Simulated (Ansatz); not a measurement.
# MoS: a changed input and its effect

System: MoS (P6₃/mmc, 4 atoms in the cell).
Method of the first run: DFT PBEsol, scalar-relativistic, plane waves, PAW, spin-polarised (Ansatz 0.2.0).

The structure was built on a prototype by a generator; it need not be a known phase. Text and figures count atoms from 1; the logs count them from 0 in places.

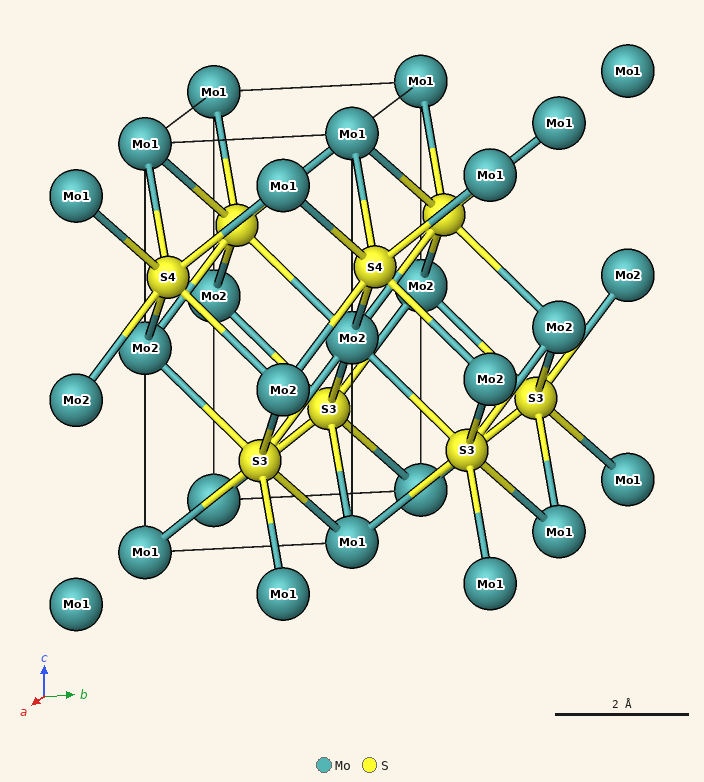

Figure 1. The structure as given in the input (ball-and-stick view of the cell of the calculation, repeated 2 × 2 × 1, seen slightly off an axis; atoms are numbered from 1 in the order of the input). An atom can appear more than once, as a periodic image. Near neighbours in the periodic cell (some may lie outside the picture): Mo has 6 S at 2.44 Å; S has 6 Mo at 2.44 Å.

**Input file, the first run**
```yaml
crystal:
  lattice:
    - [3.190387841, 0.0, 0.0]
    - [-1.5951939205, 2.7629569182, 0.0]
    - [0.0, 0.0, 6.4037196669]
  atoms:
    - { symbol: Mo, position: [0.0, 0.0, 0.0], spin: 2.0 }
    - { symbol: Mo, position: [0.0, 0.0, 0.5], spin: -2.0 }
    - { symbol: S, position: [0.3333333333, 0.6666666667, 0.25] }
    - { symbol: S, position: [0.6666666667, 0.3333333333, 0.75] }
basis:
  ecutwfc: 420
kpoints:
  mp_grid: { grid: [18, 18, 8] }
hamiltonian:
  xc: pbesol
scf:
  occupations: { method: gaussian, width: 0.1 }
  lower_state_search: "off"
output:
  forces: true
  stress: true
  eigenvalues: true
  populations: true
magnetization:
  spin_polarized: true
```

Command:
```bash
ansatz run input.yaml --threads 1 --pin off --max-ram 2560MiB --backend cpu --events-out ev --progress --plain --runs-dir out
```

Hardware: 1 thread of Intel Xeon @ 2.50GHz (Skylake/Cascade Lake), 189 GiB of memory available, shared host.

**Output, shortened to warnings, some set-up lines, iterations and results (the first run)**
```
WARN: the starting moments were not kept: the SCF closed with an absolute magnetisation of 3.3e-6 μB, where they sum to 4 μB in size (2 sites). That is at most 0.1 of that sum. Measured as dr2_m measures the in/out step, that magnetisation stands 1.5e-12 eV from none, at or under the dr2_threshold of 1.0e-7 eV: it is no larger than a step whose dr2_m would equal this threshold. The system may …
Basis set: ecut = 420 eV, 1113 PW (Γ), exchange–correlation on 48×48×90 points (8 copies of the dense FFT grid, shifted against one another)
Symmetry: 12 space group operations
k-points: 266 of 2592
Initial density: superposition of atomic densities (chi_scale 0.1, normalization cell)
[...]
SCF iter   1: F=—  HF=-11567.343905 eV  |F-HF|=—  |Δ(HF+E_count)|=         —  Δρ=7.60e-2 (↑7.60e-2 ↓7.60e-2)  dr2=5.47e0  dr2_m=2.09e0  M=-0.000 μB ∫|m|=1.301 μB  β_m=0.30  …
SCF iter   2: F=—  HF=-11566.652256 eV  |F-HF|=—  |Δ(HF+E_count)|=   6.92e-1  Δρ=5.38e-2 (↑5.37e-2 ↓5.38e-2)  dr2=1.90e0  dr2_m=1.15e0  M=0.000 μB ∫|m|=1.123 μB  β_m=0.30  …
SCF iter   3: F=—  HF=-11566.331096 eV  |F-HF|=—  |Δ(HF+E_count)|=   3.21e-1  Δρ=3.56e-2 (↑3.56e-2 ↓3.56e-2)  dr2=8.22e-2  dr2_m=6.20e-1  M=-0.000 μB ∫|m|=0.990 μB  β_m=0.30  …
SCF iter   4: F=—  HF=-11566.436615 eV  |F-HF|=—  |Δ(HF+E_count)|=   1.06e-1  Δρ=2.76e-2 (↑2.76e-2 ↓2.76e-2)  dr2=3.27e-2  dr2_m=3.87e-1  M=0.000 μB ∫|m|=0.808 μB  β_m=0.30  …
SCF iter   5: F=—  HF=-11566.498242 eV  |F-HF|=—  |Δ(HF+E_count)|=   6.16e-2  Δρ=2.13e-2 (↑2.13e-2 ↓2.13e-2)  dr2=7.47e-4  dr2_m=2.35e-1  M=0.000 μB ∫|m|=0.674 μB  β_m=0.30  …
[... 6 lines ...]
SCF iter  12: F=—  HF=-11566.631060 eV  |F-HF|=—  |Δ(HF+E_count)|=   5.72e-5  Δρ=9.57e-6 (↑9.51e-6 ↓9.57e-6)  dr2=3.82e-8  dr2_m=4.08e-8  M=0.000 μB ∫|m|=0.000 μB  β_m=0.96  …
SCF iter  13: F=-11566.631060 eV  HF=-11566.631060 eV  |F-HF|=1.19e-8  |Δ(HF+E_count)|=   5.80e-8  Δρ=2.68e-6 (↑2.68e-6 ↓2.67e-6)  dr2=1.47e-8  dr2_m=1.42e-9  M=0.000 μB …
SCF iter  14: F=-11566.631060 eV  HF=-11566.631060 eV  |F-HF|=5.06e-10  |Δ(HF+E_count)|=   1.71e-9  Δρ=7.56e-7 (↑7.56e-7 ↓6.50e-7)  dr2=7.32e-10  dr2_m=1.95e-10  M=0.000 μB …
SCF iter  15: F=-11566.631060 eV  HF=-11566.631060 eV  |F-HF|=1.75e-9  |Δ(HF+E_count)|=  2.87e-10  Δρ=5.42e-7 (↑4.71e-7 ↓5.42e-7)  dr2=1.84e-9  dr2_m=8.85e-12  M=0.000 μB …
SCF 1 converged in 15 iterations: F = -11566.631060 eV  dr2 = 1.84e-9
SCF converged after 15 iterations
Magnetization: 0.0000 μB (20.0000 up, 20.0000 down)
Absolute magnetization: 0.0000 μB (∫|ρ↑−ρ↓|, with the PAW one-centre terms)
Spin contamination: 0.0000 ħ² per cell (⟨S²⟩ above its minimum at these occupations)
Per-site moments (μB) at R_I (Å): [(-7.590148697519297e-7, 1.0066888861632526), (7.649127065140608e-7, 1.0066888861632526), (3.2773175819362036e-9, 1.0066888861632526), (3.2773176812388523e-9, 1.0066888861632526)]
Free energy (F): -11566.631060 eV
Harris-Foulkes:  -11566.631060 eV  (|F-HF|=1.75e-9)
Internal energy: -11566.614191 eV  (E = F + TS)
E sigma→0 (E₀):  -11566.622625 eV
Entropy (-TS):   -0.016868 eV (-4.217 meV/atom)
Fermi energy:    18.233223 eV
--- Per-component energies (eV) ---
  E_band       = -98.517133
  E_kinetic    = 1111.360877
  E_local      = -1983.811110  (includes V_loc(G=0)·N_el)
  E_nonlocal   = 347.552613
  E_hartree    = 683.338394
  E_xc         = -562.080149
  E_vxc        = -638.567065  (∫ρ·V_xc dr)
  E_paw        = -7457.281754  (= ΣΔE_a)
  E_vpaw       = -301.729415  (= ΣTr[D̂ρ^β])
  E_aug_tail   = 0.000083  (compensation charges beyond the density's cutoff)
  E_ewald      = -3706.235641
  E_core_change = 0.542497  (= ΣΔE_core)
  E_smearing   = -0.016868  (= −TS)
  E_closure    = 0.000000  (closes the sum)
  Σ components = -11566.631060   (vs F -11566.631060, Δ=0.00e0)
--- Forces (eV/Å), atoms counted from 1 ---
  atom   1  Mo     0.00000000     0.00000000     0.00000000
  atom   2  Mo     0.00000000    -0.00000000     0.00000000
  atom   3  S     -0.00000000    -0.00000000     0.00000924
  atom   4  S      0.00000000     0.00000000    -0.00000924
  max |Σ_I F_I| component: 1.11e-31 eV/Å
--- Stress (GPa, compression-positive) ---
       -0.000508      -0.000000      -0.000000
       -0.000000      -0.000508      -0.000000
       -0.000000       0.000000       0.001628
  P = ⅓ Tr σ = 0.0002 GPa (0.002 kbar)
--- Löwdin populations: 4 sites ---
  site symbol       q [e]    m [muB]
     0     Mo     13.9483    -0.0000
     1     Mo     13.9483     0.0000
     2      S      5.8657     0.0000
     3      S      5.8657     0.0000
  spilling = 0.009302 (of n_electrons = 40.000000)
```

For the second run the input was changed thus:
```diff
-    - { symbol: Mo, position: [0.0, 0.0, 0.0], spin: 2.0 }
-    - { symbol: Mo, position: [0.0, 0.0, 0.5], spin: -2.0 }
+    - { symbol: Mo, position: [0.0, 0.0, 0.0], spin: 3.5 }
+    - { symbol: Mo, position: [0.0, 0.0, 0.5], spin: 3.5 }
```

What does this change do to the results?

The energy is the same within 0.01 meV per atom. The SCF takes 10 iterations against 15. The irreducible k-points go from 266 to 185. On the same kind of shared host the second run took about 0.49 times as long.

**Output, shortened to warnings, some set-up lines, iterations and results (the second run)**
```
WARN: the starting moments were not kept: the SCF closed with an absolute magnetisation of 4.0e-6 μB, where they sum to 7 μB in size (2 sites). That is at most 0.1 of that sum. Measured as dr2_m measures the in/out step, that magnetisation stands 2.1e-12 eV from none, at or under the dr2_threshold of 1.0e-7 eV: it is no larger than a step whose dr2_m would equal this threshold. The system may …
Basis set: ecut = 420 eV, 1113 PW (Γ), exchange–correlation on 48×48×90 points (8 copies of the dense FFT grid, shifted against one another)
Symmetry: 24 space group operations
k-points: 185 of 2592
Initial density: superposition of atomic densities (chi_scale 0.1, normalization cell)
[...]
SCF iter   1: F=—  HF=-11566.082650 eV  |F-HF|=—  |Δ(HF+E_count)|=         —  Δρ=9.90e-2 (↑9.90e-2 ↓4.78e-2)  dr2=5.23e0  dr2_m=2.28e0  M=2.287 μB ∫|m|=2.390 μB  β_m=0.30  …
SCF iter   2: F=—  HF=-11565.126058 eV  |F-HF|=—  |Δ(HF+E_count)|=   9.57e-1  Δρ=8.17e-2 (↑8.17e-2 ↓5.02e-2)  dr2=1.78e0  dr2_m=2.06e0  M=2.392 μB ∫|m|=2.512 μB  β_m=0.30  …
SCF iter   3: F=—  HF=-11565.500776 eV  |F-HF|=—  |Δ(HF+E_count)|=   3.75e-1  Δρ=6.23e-2 (↑6.23e-2 ↓4.30e-2)  dr2=6.55e-1  dr2_m=1.34e0  M=1.919 μB ∫|m|=2.040 μB  β_m=0.65  …
SCF iter   4: F=—  HF=-11566.546133 eV  |F-HF|=—  |Δ(HF+E_count)|=    1.05e0  Δρ=1.25e-2 (↑1.24e-2 ↓1.25e-2)  dr2=5.14e-3  dr2_m=7.77e-2  M=0.551 μB ∫|m|=0.607 μB  β_m=0.79  …
SCF iter   5: F=—  HF=-11566.627369 eV  |F-HF|=—  |Δ(HF+E_count)|=   8.12e-2  Δρ=2.56e-3 (↑2.47e-3 ↓2.56e-3)  dr2=5.19e-4  dr2_m=3.00e-3  M=0.114 μB ∫|m|=0.127 μB  β_m=0.90  …
SCF iter   6: F=—  HF=-11566.631048 eV  |F-HF|=—  |Δ(HF+E_count)|=   3.68e-3  Δρ=2.94e-4 (↑2.33e-4 ↓2.94e-4)  dr2=4.62e-5  dr2_m=1.56e-5  M=0.001 μB ∫|m|=0.004 μB  β_m=0.95  …
SCF iter   7: F=—  HF=-11566.631058 eV  |F-HF|=—  |Δ(HF+E_count)|=   1.08e-5  Δρ=5.30e-5 (↑4.91e-5 ↓5.30e-5)  dr2=9.83e-7  dr2_m=8.19e-7  M=-0.002 μB ∫|m|=0.002 μB  β_m=0.97  …
SCF iter   8: F=-11566.631060 eV  HF=-11566.631060 eV  |F-HF|=1.92e-9  |Δ(HF+E_count)|=   1.07e-6  Δρ=7.52e-6 (↑7.52e-6 ↓6.72e-6)  dr2=2.47e-8  dr2_m=1.55e-8  M=-0.000 μB …
SCF iter   9: F=-11566.631060 eV  HF=-11566.631060 eV  |F-HF|=1.04e-10  |Δ(HF+E_count)|=   1.67e-8  Δρ=9.02e-7 (↑9.02e-7 ↓8.24e-7)  dr2=4.02e-10  dr2_m=2.28e-10  M=0.000 μB …
SCF iter  10: F=-11566.631060 eV  HF=-11566.631060 eV  |F-HF|=1.27e-11  |Δ(HF+E_count)|=  2.80e-10  Δρ=1.41e-7 (↑1.41e-7 ↓1.16e-7)  dr2=2.32e-11  dr2_m=3.28e-12  M=0.000 μB …
SCF 1 converged in 10 iterations: F = -11566.631060 eV  dr2 = 2.32e-11
SCF converged after 10 iterations
Magnetization: 0.0000 μB (20.0000 up, 20.0000 down)
Absolute magnetization: 0.0000 μB (∫|ρ↑−ρ↓|, with the PAW one-centre terms)
Spin contamination: 0.0000 ħ² per cell (⟨S²⟩ above its minimum at these occupations)
Per-site moments (μB) at R_I (Å): [(1.3487522570700069e-6, 1.0066888861632526), (1.3487522570485801e-6, 1.0066888861632526), (2.0793009244352633e-7, 1.0066888861632526), (2.0793009249895288e-7, 1.0066888861632526)]
Free energy (F): -11566.631060 eV
Harris-Foulkes:  -11566.631060 eV  (|F-HF|=1.27e-11)
Internal energy: -11566.614191 eV  (E = F + TS)
E sigma→0 (E₀):  -11566.622625 eV
Entropy (-TS):   -0.016868 eV (-4.217 meV/atom)
Fermi energy:    18.233223 eV
--- Per-component energies (eV) ---
  E_band       = -98.517105
  E_kinetic    = 1111.360860
  E_local      = -1983.811063  (includes V_loc(G=0)·N_el)
  E_nonlocal   = 347.552600
  E_hartree    = 683.338367
  E_xc         = -562.080147
  E_vxc        = -638.567062  (∫ρ·V_xc dr)
  E_paw        = -7457.281747  (= ΣΔE_a)
  E_vpaw       = -301.729405  (= ΣTr[D̂ρ^β])
  E_aug_tail   = 0.000083  (compensation charges beyond the density's cutoff)
  E_ewald      = -3706.235641
  E_core_change = 0.542497  (= ΣΔE_core)
  E_smearing   = -0.016868  (= −TS)
  E_closure    = -0.000000  (closes the sum)
  Σ components = -11566.631060   (vs F -11566.631060, Δ=0.00e0)
--- Forces (eV/Å), atoms counted from 1 ---
  atom   1  Mo    -0.00000000     0.00000000     0.00000000
  atom   2  Mo    -0.00000000    -0.00000000     0.00000000
  atom   3  S     -0.00000000    -0.00000000     0.00000000
  atom   4  S      0.00000000     0.00000000     0.00000000
  max |Σ_I F_I| component: 5.24e-31 eV/Å
--- Stress (GPa, compression-positive) ---
       -0.000509       0.000000       0.000000
        0.000000      -0.000509       0.000000
        0.000000       0.000000       0.001641
  P = ⅓ Tr σ = 0.0002 GPa (0.002 kbar)
--- Löwdin populations: 4 sites ---
  site symbol       q [e]    m [muB]
     0     Mo     13.9483     0.0000
     1     Mo     13.9483     0.0000
     2      S      5.8657     0.0000
     3      S      5.8657     0.0000
  spilling = 0.009302 (of n_electrons = 40.000000)
```

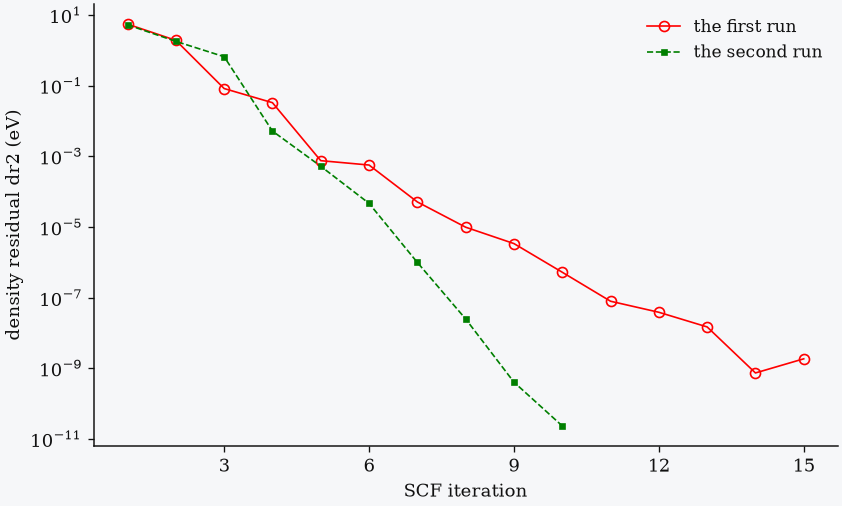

Figure 2. Convergence of the two runs: density residual dr2 against the SCF iteration. The first run takes 15 iterations in all, and the second run takes 10.

**The two runs side by side**

| quantity | the first run | the second run |
| --- | --- | --- |
| outcome | converged | converged |
| free energy per atom (eV) | −2891.6578 | −2891.6578 |
| energy per atom, smearing taken to zero (eV) | −2891.6557 | −2891.6557 |
| gap on the mesh (eV) | 0.00 | 0.00 |
| net moment of the cell (μB) | 0.00 | 0.00 |
| absolute moment of the cell (μB) | 0.00 | 0.00 |
| pressure (GPa) | 0.00 | 0.00 |
| largest force (eV/Å) | 0.000 | 0.000 |
| SCF iterations | 15 | 10 |
| irreducible k-points | 266 | 185 |
| plane waves at Γ | 1113 | 1113 |
| wall time (shared host) | 3 min | 88 s |

For both runs: Warnings: some starting moments were not kept.
